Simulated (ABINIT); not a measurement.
**Geometry relaxation, with input and output: TiB$_{2}$ (part 2 of 3)**

TiB$_{2}$ (3 atoms in the cell); Kohn-Sham DFT of a periodic cell, LDA-PZ, JTH PAW LDA v2.0, no spin polarisation (ABINIT 10.8.3); cutoff 408.17 eV, 10×10×8 k-mesh, fermi-dirac of 0.05 eV. The structure derives from an entry of the Crystallography Open Database.

Geometry of the input (Å; fractional positions):
```
3.0292  0.0000  0.0000
-1.5146  2.6234  0.0000
0.0000  0.0000  3.2284
Ti 0.0000  0.0000  0.0000
B  0.6667  0.3333  0.5000
B  0.3333  0.6667  0.5000
```

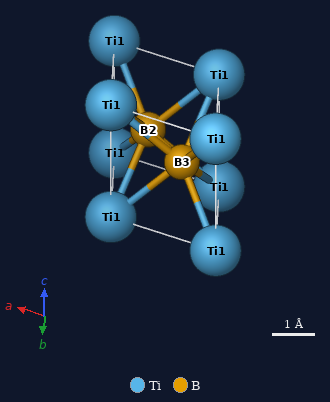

*The geometry at step 2 of the log (ball-and-stick view of the cell of the calculation, seen at an oblique angle; atoms are numbered from 1 in the order of the input).*

What the program printed, continued
```
--- !ResultsGS
iteration_state: {dtset: 1, itime: 2, icycle: 1, }
comment   : Summary of ground state results
lattice_vectors:
- [  5.6651041,   0.0000000,   0.0000000, ]
- [ -2.8325521,   4.9061241,   0.0000000, ]
- [  0.0000000,   0.0000000,   6.0376410, ]
lattice_lengths: [   5.66510,    5.66510,    6.03764, ]
lattice_angles: [ 90.000,  90.000, 120.000, ] # degrees, (23, 13, 12)
lattice_volume:   1.6780841E+02
convergence: {deltae: -3.411E-13, res2:  3.906E-10, residm:  1.741E-05, diffor: null, }
etotal    :  -6.46069586E+01
entropy   :   0.00000000E+00
fermie    :   3.72362081E-01
cartesian_stress_tensor: # hartree/bohr^3
- [  4.17149352E-05,   0.00000000E+00,   0.00000000E+00, ]
- [  0.00000000E+00,   4.17149345E-05,   0.00000000E+00, ]
- [  0.00000000E+00,   0.00000000E+00,   1.38385882E-04, ]
pressure_GPa:  -2.1753E+00
xred      :
- [  1.8261E-30,  -1.2633E-46,   0.0000E+00, Ti]
- [  6.6667E-01,   3.3333E-01,   5.0000E-01,  B]
- [  3.3333E-01,   6.6667E-01,   5.0000E-01,  B]
cartesian_forces: # hartree/bohr
- [ -0.00000000E+00,  -0.00000000E+00,  -0.00000000E+00, ]
- [ -0.00000000E+00,   5.48833491E-29,  -0.00000000E+00, ]
- [ -0.00000000E+00,  -5.48833491E-29,  -0.00000000E+00, ]
force_length_stats: {min:   0.00000000E+00, max:   5.48833491E-29, mean:   3.65888994E-29, }
...

 Integrated electronic density in atomic spheres:
 ------------------------------------------------
 Atom  Sphere_radius  Integrated_density
    1        2.30803         10.44623118
    2        1.70617          1.96184892
    3        1.70617          1.96184892

---OUTPUT-----------------------------------------------------------------------

 Cartesian coordinates (xcart) [bohr]
  1.03447711900813E-29 -6.19797046285483E-46  0.00000000000000E+00
  2.83255207423621E+00  1.63537470258329E+00  3.01882051910213E+00
 -6.76445758538229E-17  3.27074940516659E+00  3.01882051910213E+00
 Reduced coordinates (xred)
  1.82605136974768E-30 -1.26331301995893E-46  0.00000000000000E+00
  6.66666666666666E-01  3.33333333333333E-01  5.00000000000000E-01
  3.33333333333333E-01  6.66666666666666E-01  5.00000000000000E-01
 Cartesian forces (fcart) [Ha/bohr]; max,rms= 5.48833E-29 2.58723E-29 (free atoms)
 -0.00000000000000E+00 -0.00000000000000E+00 -0.00000000000000E+00
 -0.00000000000000E+00  5.48833491370712E-29 -0.00000000000000E+00
 -0.00000000000000E+00 -5.48833491370712E-29 -0.00000000000000E+00
 Gradient of E wrt nuclear positions in reduced coordinates (gred)
  0.00000000000000E+00  0.00000000000000E+00  0.00000000000000E+00
  0.00000000000000E+00 -2.69264522315439E-28 -0.00000000000000E+00
  0.00000000000000E+00  2.69264522315439E-28  0.00000000000000E+00
 Scale of Primitive Cell (acell) [bohr]
  5.66510414847242E+00  5.66510414847242E+00  6.03764103820427E+00
 Real space primitive translations (rprimd) [bohr]
  5.66510414847242E+00  0.00000000000000E+00  0.00000000000000E+00
 -2.83255207423621E+00  4.90612410774988E+00  0.00000000000000E+00
  0.00000000000000E+00  0.00000000000000E+00  6.03764103820427E+00
 Unitary Cell Volume (ucvol) [Bohr^3]=  1.67808408089854E+02
 Angles (23,13,12)= [degrees]
  9.00000000000000E+01  9.00000000000000E+01  1.19999999999554E+02
 Lengths [Bohr]
  5.66510414847242E+00  5.66510414854877E+00  6.03764103820427E+00
 Stress tensor in cartesian coordinates (strten) [Ha/bohr^3]
  4.17149352315190E-05  0.00000000000000E+00  0.00000000000000E+00
  0.00000000000000E+00  4.17149344733476E-05  0.00000000000000E+00
  0.00000000000000E+00  0.00000000000000E+00  1.38385882306375E-04
 Total energy (etotal) [Ha]= -6.46069585585274E+01

 Difference of energy with previous step (new-old):
           Absolute (Ha)=-1.12981E-03
           Relative     =-1.74876E-05

--- Iteration: ( 3/60) Internal Cycle: (1/1)
--------------------------------------------------------------------------------

---SELF-CONSISTENT-FIELD CONVERGENCE--------------------------------------------

--- !BeginCycle
iteration_state: {dtset: 1, itime: 3, icycle: 1, }
solver: {iscf: 17, nstep: 100, nline: 4, wfoptalg: 10, }
tolerances: {tolvrs: 1.00E-09, }
...

     iter   Etot(hartree)      deltaE(h)  residm     nres2
 ETOT  1  -64.607900363065    -6.461E+01 1.989E-01 2.861E-01
 ETOT  2  -64.607794057971     1.063E-04 6.480E-03 2.190E-01
 ETOT  3  -64.606966002652     8.281E-04 9.759E-04 1.056E-03
 ETOT  4  -64.607007671841    -4.167E-05 1.233E-04 3.002E-04
 ETOT  5  -64.607006789233     8.826E-07 1.828E-05 6.791E-05
 ETOT  6  -64.607006669357     1.199E-07 3.766E-06 2.663E-07
 ETOT  7  -64.607006672223    -2.866E-09 1.390E-05 5.166E-08
 ETOT  8  -64.607006672099     1.245E-10 1.238E-06 1.779E-09
 ETOT  9  -64.607006672093     5.855E-12 1.009E-05 7.044E-11

 At SCF step    9       nres2   =  7.04E-11 < tolvrs=  1.00E-09 =>converged.

 Cartesian components of stress tensor (hartree/bohr^3)
  sigma(1 1)= -4.10756173E-05  sigma(3 2)=  0.00000000E+00
  sigma(2 2)= -4.10756181E-05  sigma(3 1)=  0.00000000E+00
  sigma(3 3)=  7.21795617E-05  sigma(2 1)=  0.00000000E+00

--- !ResultsGS
iteration_state: {dtset: 1, itime: 3, icycle: 1, }
comment   : Summary of ground state results
lattice_vectors:
- [  5.6495705,   0.0000000,   0.0000000, ]
- [ -2.8247852,   4.8926715,   0.0000000, ]
- [  0.0000000,   0.0000000,   6.0210859, ]
lattice_lengths: [   5.64957,    5.64957,    6.02109, ]
lattice_angles: [ 90.000,  90.000, 120.000, ] # degrees, (23, 13, 12)
lattice_volume:   1.6643180E+02
convergence: {deltae:  5.855E-12, res2:  7.044E-11, residm:  1.009E-05, diffor: null, }
etotal    :  -6.46070067E+01
entropy   :   0.00000000E+00
fermie    :   3.75783281E-01
cartesian_stress_tensor: # hartree/bohr^3
- [ -4.10756173E-05,   0.00000000E+00,   0.00000000E+00, ]
- [  0.00000000E+00,  -4.10756181E-05,   0.00000000E+00, ]
- [  0.00000000E+00,   0.00000000E+00,   7.21795617E-05, ]
pressure_GPa:   9.7792E-02
xred      :
- [  1.4471E-30,  -1.0011E-46,   0.0000E+00, Ti]
- [  6.6667E-01,   3.3333E-01,   5.0000E-01,  B]
- [  3.3333E-01,   6.6667E-01,   5.0000E-01,  B]
cartesian_forces: # hartree/bohr
- [ -0.00000000E+00,  -0.00000000E+00,  -0.00000000E+00, ]
- [  1.42983183E-28,   8.25513792E-29,  -0.00000000E+00, ]
- [ -1.42983183E-28,  -8.25513792E-29,  -0.00000000E+00, ]
force_length_stats: {min:   0.00000000E+00, max:   1.65102758E-28, mean:   1.10068506E-28, }
...

 Integrated electronic density in atomic spheres:
 ------------------------------------------------
 Atom  Sphere_radius  Integrated_density
    1        2.30803         10.45873201
    2        1.70617          1.97692734
    3        1.70617          1.97692734

---OUTPUT-----------------------------------------------------------------------

 Cartesian coordinates (xcart) [bohr]
  8.17536829071481E-30 -4.89819351795664E-46  0.00000000000000E+00
  2.82478523133522E+00  1.63089051374357E+00  3.01054292910426E+00
  8.38230894523078E-18  3.26178102748714E+00  3.01054292910426E+00
 Reduced coordinates (xred)
  1.44707785215418E-30 -1.00112862199708E-46  0.00000000000000E+00
  6.66666666666666E-01  3.33333333333333E-01  5.00000000000000E-01
  3.33333333333333E-01  6.66666666666666E-01  5.00000000000000E-01
 Cartesian forces (fcart) [Ha/bohr]; max,rms= 1.42983E-28 7.78302E-29 (free atoms)
 -0.00000000000000E+00 -0.00000000000000E+00 -0.00000000000000E+00
  1.42983182931130E-28  8.25513791533941E-29 -0.00000000000000E+00
 -1.42983182931130E-28 -8.25513791533941E-29 -0.00000000000000E+00
 Gradient of E wrt nuclear positions in reduced coordinates (gred)
  0.00000000000000E+00  0.00000000000000E+00  0.00000000000000E+00
 -8.07793566946316E-28  3.06033508905808E-44 -0.00000000000000E+00
  8.07793566946316E-28 -3.06033508905808E-44  0.00000000000000E+00
 Scale of Primitive Cell (acell) [bohr]
  5.64957046267044E+00  5.64957046267044E+00  6.02108585820852E+00
 Real space primitive translations (rprimd) [bohr]
  5.64957046267044E+00  0.00000000000000E+00  0.00000000000000E+00
 -2.82478523133522E+00  4.89267154123072E+00  0.00000000000000E+00
  0.00000000000000E+00  0.00000000000000E+00  6.02108585820852E+00
 Unitary Cell Volume (ucvol) [Bohr^3]=  1.66431800331430E+02
 Angles (23,13,12)= [degrees]
  9.00000000000000E+01  9.00000000000000E+01  1.19999999999554E+02
 Lengths [Bohr]
  5.64957046267044E+00  5.64957046274657E+00  6.02108585820852E+00
 Stress tensor in cartesian coordinates (strten) [Ha/bohr^3]
 -4.10756172867059E-05  0.00000000000000E+00  0.00000000000000E+00
  0.00000000000000E+00 -4.10756180544668E-05  0.00000000000000E+00
  0.00000000000000E+00  0.00000000000000E+00  7.21795616960702E-05
 Total energy (etotal) [Ha]= -6.46070066720929E+01

 Difference of energy with previous step (new-old):
           Absolute (Ha)=-4.81136E-05
           Relative     =-7.44712E-07

--- Iteration: ( 4/60) Internal Cycle: (1/1)
--------------------------------------------------------------------------------

---SELF-CONSISTENT-FIELD CONVERGENCE--------------------------------------------

--- !BeginCycle
iteration_state: {dtset: 1, itime: 4, icycle: 1, }
solver: {iscf: 17, nstep: 100, nline: 4, wfoptalg: 10, }
tolerances: {tolvrs: 1.00E-09, }
...

     iter   Etot(hartree)      deltaE(h)  residm     nres2
 ETOT  1  -64.607008374618    -6.461E+01 3.632E-06 5.038E-04
 ETOT  2  -64.607008098123     2.765E-07 5.456E-07 3.807E-04
 ETOT  3  -64.607006696714     1.401E-06 3.297E-06 2.181E-06
 ETOT  4  -64.607006769477    -7.276E-08 5.453E-07 5.414E-07
 ETOT  5  -64.607006768178     1.299E-09 1.598E-07 1.185E-07
 ETOT  6  -64.607006767998     1.794E-10 3.486E-07 7.574E-10

 At SCF step    6       nres2   =  7.57E-10 < tolvrs=  1.00E-09 =>converged.

 Cartesian components of stress tensor (hartree/bohr^3)
  sigma(1 1)= -3.74512081E-05  sigma(3 2)=  0.00000000E+00
  sigma(2 2)= -3.74512089E-05  sigma(3 1)=  0.00000000E+00
  sigma(3 3)=  7.50963197E-05  sigma(2 1)=  0.00000000E+00

--- !ResultsGS
iteration_state: {dtset: 1, itime: 4, icycle: 1, }
comment   : Summary of ground state results
lattice_vectors:
- [  5.6502335,   0.0000000,   0.0000000, ]
- [ -2.8251167,   4.8932457,   0.0000000, ]
- [  0.0000000,   0.0000000,   6.0217925, ]
lattice_lengths: [   5.65023,    5.65023,    6.02179, ]
lattice_angles: [ 90.000,  90.000, 120.000, ] # degrees, (23, 13, 12)
lattice_volume:   1.6649040E+02
convergence: {deltae:  1.794E-10, res2:  7.574E-10, residm:  3.486E-07, diffor: null, }
etotal    :  -6.46070068E+01
entropy   :   0.00000000E+00
fermie    :   3.75636592E-01
cartesian_stress_tensor: # hartree/bohr^3
- [ -3.74512081E-05,   0.00000000E+00,   0.00000000E+00, ]
- [  0.00000000E+00,  -3.74512089E-05,   0.00000000E+00, ]
- [  0.00000000E+00,   0.00000000E+00,   7.50963197E-05, ]
pressure_GPa:  -1.9016E-03
xred      :
- [  1.4633E-30,  -1.0123E-46,   0.0000E+00, Ti]
- [  6.6667E-01,   3.3333E-01,   5.0000E-01,  B]
- [  3.3333E-01,   6.6667E-01,   5.0000E-01,  B]
cartesian_forces: # hartree/bohr
- [ -1.58851561E-29,  -9.17129914E-30,  -0.00000000E+00, ]
- [ -1.58851561E-29,  -9.17129914E-30,  -0.00000000E+00, ]
- [  3.17703121E-29,   1.83425983E-29,  -0.00000000E+00, ]
force_length_stats: {min:   1.83425983E-29, max:   3.66851965E-29, mean:   2.44567977E-29, }
...

 Integrated electronic density in atomic spheres:
 ------------------------------------------------
 Atom  Sphere_radius  Integrated_density
    1        2.30803         10.45887117
    2        1.70617          1.97703259
    3        1.70617          1.97703259

---OUTPUT-----------------------------------------------------------------------

 Cartesian coordinates (xcart) [bohr]
  8.26772418783071E-30 -4.95352766811919E-46  0.00000000000000E+00
  2.82511674283366E+00  1.63108191199644E+00  3.01089624077783E+00
 -6.57184380927635E-17  3.26216382399288E+00  3.01089624077783E+00
 Reduced coordinates (xred)
  1.46325354674334E-30 -1.01231941647371E-46  0.00000000000000E+00
  6.66666666666666E-01  3.33333333333333E-01  5.00000000000000E-01
  3.33333333333333E-01  6.66666666666666E-01  5.00000000000000E-01
 Cartesian forces (fcart) [Ha/bohr]; max,rms= 3.17703E-29 1.49767E-29 (free atoms)
 -1.58851560735480E-29 -9.17129913501739E-30 -0.00000000000000E+00
 -1.58851560735480E-29 -9.17129913501739E-30 -0.00000000000000E+00
  3.17703121470961E-29  1.83425982700348E-29 -0.00000000000000E+00
 Gradient of E wrt nuclear positions in reduced coordinates (gred)
  8.97548407718129E-29  7.77355510097742E-45  0.00000000000000E+00
  8.97548407718129E-29  7.77355510097742E-45  0.00000000000000E+00
 -1.79509681543626E-28  9.37707298345531E-45 -0.00000000000000E+00
 Scale of Primitive Cell (acell) [bohr]
  5.65023348566733E+00  5.65023348566733E+00  6.02179248155566E+00
 Real space primitive translations (rprimd) [bohr]
  5.65023348566733E+00  0.00000000000000E+00  0.00000000000000E+00
 -2.82511674283366E+00  4.89324573598933E+00  0.00000000000000E+00
  0.00000000000000E+00  0.00000000000000E+00  6.02179248155566E+00
 Unitary Cell Volume (ucvol) [Bohr^3]=  1.66490403580571E+02
 Angles (23,13,12)= [degrees]
  9.00000000000000E+01  9.00000000000000E+01  1.19999999999554E+02
 Lengths [Bohr]
  5.65023348566733E+00  5.65023348574347E+00  6.02179248155566E+00
 Stress tensor in cartesian coordinates (strten) [Ha/bohr^3]
 -3.74512080929465E-05  0.00000000000000E+00  0.00000000000000E+00
  0.00000000000000E+00 -3.74512088602980E-05  0.00000000000000E+00
  0.00000000000000E+00  0.00000000000000E+00  7.50963196691871E-05
 Total energy (etotal) [Ha]= -6.46070067679981E+01

 Difference of energy with previous step (new-old):
           Absolute (Ha)=-9.59052E-08
           Relative     =-1.48444E-09

 At Broyd/MD step   4, gradients are converged :
  max grad (force/stress) = 6.4634E-06 < tolmxf= 1.0000E-04 ha/bohr (free atoms)

================================================================================

 ----iterations are completed or convergence reached----

 Mean square residual over all n,k,spin=   45.894E-11; max=  34.862E-08
 reduced coordinates (array xred) for    3 atoms
       0.000000000000     -0.000000000000      0.000000000000
       0.666666666667      0.333333333333      0.500000000000
       0.333333333333      0.666666666667      0.500000000000
 rms dE/dt=  8.9755E-29; max dE/dt=  0.0000E+00; dE/dt below (all hartree)
    1       0.000000000000      0.000000000000      0.000000000000
    2       0.000000000000      0.000000000000      0.000000000000
    3      -0.000000000000      0.000000000000      0.000000000000

 cartesian coordinates (angstrom) at end:
    1      0.00000000000000    -0.00000000000000     0.00000000000000
    2      1.49498739743387     0.86313137635905     1.59329767393223
    3     -0.00000000000000     1.72626275271810     1.59329767393223

 cartesian forces (hartree/bohr) at end:
    1     -0.00000000000000    -0.00000000000000    -0.00000000000000
    2     -0.00000000000000    -0.00000000000000    -0.00000000000000
    3      0.00000000000000     0.00000000000000    -0.00000000000000
 frms,max,avg= 1.4976669E-29 3.1770312E-29   0.000E+00  0.000E+00  0.000E+00 h/b

 cartesian forces (eV/Angstrom) at end:
    1     -0.00000000000000    -0.00000000000000    -0.00000000000000
    2     -0.00000000000000    -0.00000000000000    -0.00000000000000
    3      0.00000000000000     0.00000000000000    -0.00000000000000
 frms,max,avg= 7.7013127E-28 1.6336951E-27   0.000E+00  0.000E+00  0.000E+00 e/A
 length scales=  5.650233485667  5.650233485667  6.021792481556 bohr
              =  2.989974794868  2.989974794868  3.186595347864 angstroms
 Fermi (or HOMO) energy (hartree) =   0.37564   Average Vxc (hartree)=  -0.46675
 Eigenvalues (hartree) for nkpt=  70  k points:
 kpt#   1, nband= 13, wtk=  0.00125, kpt=  0.0000  0.0000  0.0000 (reduced coord)
  -1.68834   -0.83136   -0.81865   -0.81865   -0.11912    0.27972    0.27972    0.29473
   0.29664    0.45170    0.45170    0.51881    0.51881
      occupation numbers for kpt#   1
   2.00000    2.00000    2.00000    2.00000    2.00000    2.00000    2.00000    2.00000
   2.00000    0.00000    0.00000    0.00000    0.00000
 prteigrs : prtvol=0 or 1, do not print more k-points.

 Fermi (or HOMO) energy (eV) =  10.22159   Average Vxc (eV)= -12.70085
 Eigenvalues (   eV  ) for nkpt=  70  k points:
 kpt#   1, nband= 13, wtk=  0.00125, kpt=  0.0000  0.0000  0.0000 (reduced coord)
 -45.94221  -22.62253  -22.27661  -22.27661   -3.24140    7.61162    7.61162    8.02011
   8.07205   12.29135   12.29135   14.11744   14.11744
 prteigrs : prtvol=0 or 1, do not print more k-points.

--- !EnergyTerms
iteration_state     : {dtset: 1, itime: 4, icycle: 1, }
comment             : Components of total free energy in Hartree
kinetic             :  1.15336406742704E+01
hartree             :  1.12387616477512E+01
xc                  : -5.65254058967260E+00
Ewald energy        : -5.19818910201959E+01
psp_core            :  3.56119733963409E+00
local_psp           : -3.35084788684902E+01
PAW spherical_terms :  2.02534491475600E-01
internal            : -6.46067763252274E+01
'-kT*entropy'       : -2.28024583190765E-04
total_energy        : -6.46070043498106E+01
total_energy_eV     : -1.75804614955847E+03
...

--- !EnergyTermsDC
iteration_state     : {dtset: 1, itime: 4, icycle: 1, }
comment             : '"Double-counting" decomposition of free energy'
band_energy         : -6.54578991687378E+00
Ewald energy        : -5.19818910201959E+01
psp_core            :  3.56119733963409E+00
xc_dc               : -1.02295114869685E+01
PAW spherical_terms :  5.89216340989124E-01
internal            : -6.46067787434150E+01
'-kT*entropy'       : -2.28024583190765E-04
total_energy_dc     : -6.46070067679982E+01
total_energy_dc_eV  : -1.75804621536071E+03
...

--- !EnergyTermsWithPAWCore
iteration_state     : {dtset: 1, itime: 4, icycle: 1, }
comment             : 'Components of total free energy, including PAW core contributions'
Total energy        : -9.01371781087099E+02
Total energy DC     : -9.01371783505286E+02
Total energy (eV)   : -2.45275756863889E+04
Total energy DC (eV): -2.45275757521911E+04
...

 Cartesian components of stress tensor (hartree/bohr^3)
  sigma(1 1)= -3.74512081E-05  sigma(3 2)=  0.00000000E+00
  sigma(2 2)= -3.74512089E-05  sigma(3 1)=  0.00000000E+00
  sigma(3 3)=  7.50963197E-05  sigma(2 1)=  0.00000000E+00

-Cartesian components of stress tensor (GPa)         [Pressure= -1.9016E-03 GPa]
- sigma(1 1)= -1.10185258E+00  sigma(3 2)=  0.00000000E+00
- sigma(2 2)= -1.10185261E+00  sigma(3 1)=  0.00000000E+00
- sigma(3 3)=  2.20941000E+00  sigma(2 1)=  0.00000000E+00

== END DATASET(S) ==============================================================
================================================================================

 -outvars: echo values of variables after computation  --------
            acell      5.6502334857E+00  5.6502334857E+00  6.0217924816E+00 Bohr
           etotal     -6.4607006768E+01
            fcart     -1.5885156074E-29 -9.1712991350E-30 -0.0000000000E+00
                      -1.5885156074E-29 -9.1712991350E-30 -0.0000000000E+00
                       3.1770312147E-29  1.8342598270E-29 -0.0000000000E+00
            rprim      1.0000000000E+00  0.0000000000E+00  0.0000000000E+00
                      -5.0000000000E-01  8.6602540380E-01  0.0000000000E+00
                       0.0000000000E+00  0.0000000000E+00  1.0000000000E+00
           strten     -3.7451208093E-05 -3.7451208860E-05  7.5096319669E-05
                       0.0000000000E+00  0.0000000000E+00  0.0000000000E+00
           xangst      4.3750912233E-30 -2.6212939538E-46  0.0000000000E+00
                       1.4949873974E+00  8.6313137636E-01  1.5932976739E+00
                      -3.4776699751E-17  1.7262627527E+00  1.5932976739E+00
             xred      1.4632535467E-30 -1.0123194165E-46  0.0000000000E+00
                       6.6666666667E-01  3.3333333333E-01  5.0000000000E-01
                       3.3333333333E-01  6.6666666667E-01  5.0000000000E-01
 Calculation completed.
```

Trajectory as extended XYZ (Å, eV, eV/Å), 4 frames, from step=0 to step=3
```
3
Lattice="3.0292 0.0000 0.0000 -1.5146 2.6234 0.0000 0.0000 0.0000 3.2284" Properties=species:S:1:pos:R:3:forces:R:3 step=0 energy=-1758.01416
Ti    0.0000    0.0000    0.0000    0.0000   0.0000   0.0000
B     1.5146    0.8745    1.6142    0.0000   0.0000   0.0000
B     0.0000    1.7489    1.6142    0.0000   0.0000   0.0000
3
Lattice="2.9978 0.0000 0.0000 -1.4989 2.5962 0.0000 0.0000 0.0000 3.1950" Properties=species:S:1:pos:R:3:forces:R:3 step=1 energy=-1758.04490
Ti    0.0000    0.0000    0.0000    0.0000   0.0000   0.0000
B     1.4989    0.8654    1.5975    0.0000   0.0000   0.0000
B     0.0000    1.7308    1.5975    0.0000   0.0000   0.0000
3
Lattice="2.9896 0.0000 0.0000 -1.4948 2.5891 0.0000 0.0000 0.0000 3.1862" Properties=species:S:1:pos:R:3:forces:R:3 step=2 energy=-1758.04621
Ti    0.0000    0.0000    0.0000    0.0000   0.0000   0.0000
B     1.4948    0.8630    1.5931    0.0000   0.0000   0.0000
B     0.0000    1.7261    1.5931    0.0000   0.0000   0.0000
3
Lattice="2.9900 0.0000 0.0000 -1.4950 2.5894 0.0000 0.0000 0.0000 3.1866" Properties=species:S:1:pos:R:3:forces:R:3 step=3 energy=-1758.04622
Ti    0.0000    0.0000    0.0000    0.0000   0.0000   0.0000
B     1.4950    0.8631    1.5933    0.0000   0.0000   0.0000
B     0.0000    1.7263    1.5933    0.0000   0.0000   0.0000
```
